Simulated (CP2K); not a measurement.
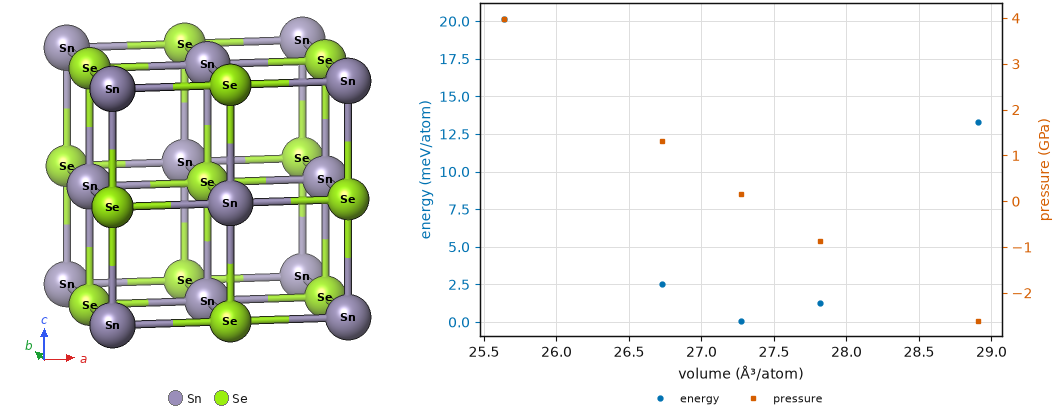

The picture above shows the energy and pressure against volume for SnSe, space group Fm-3m (No. 225). The conventional cell is drawn beside the plot.

Cell as given: a = 4.257 Å, b = 4.257 Å, c = 4.257 Å, α = 60.00°, β = 60.00°, γ = 60.00°; 2 atoms.

Computed with CP2K 2026.2: DFT in Gaussian orbitals with a plane-wave density, no spin polarisation; energies at scaled volumes of the given cell, shape and fractions fixed, counted from the fit's minimum, third-order Birch-Murnaghan fit. Level: PBEsol.

k mesh 8×8×8; occupations Fermi–Dirac; smearing width 0.05 eV; potentials GTH PBE with UZH TZVP basis; density cutoff 6123 eV; program settings ngrids 5, basis sets Sn TZVP-MOLOPT-PBE-GTH-q4, basis sets Se TZVP-MOLOPT-PBE-GTH-q6, cutoff ry 450 Ry, rel cutoff ry 60 Ry.

The points at volume 26.18 Å³/atom and 28.36 Å³/atom are left out of the plot. What values does the calculation give there?

| volume (Å³/atom) | energy (meV/atom) | pressure (GPa) |
| --- | --- | --- |
| 26.18 | 9.05 | 2.58 |
| 28.36 | 5.79 | −1.79 |
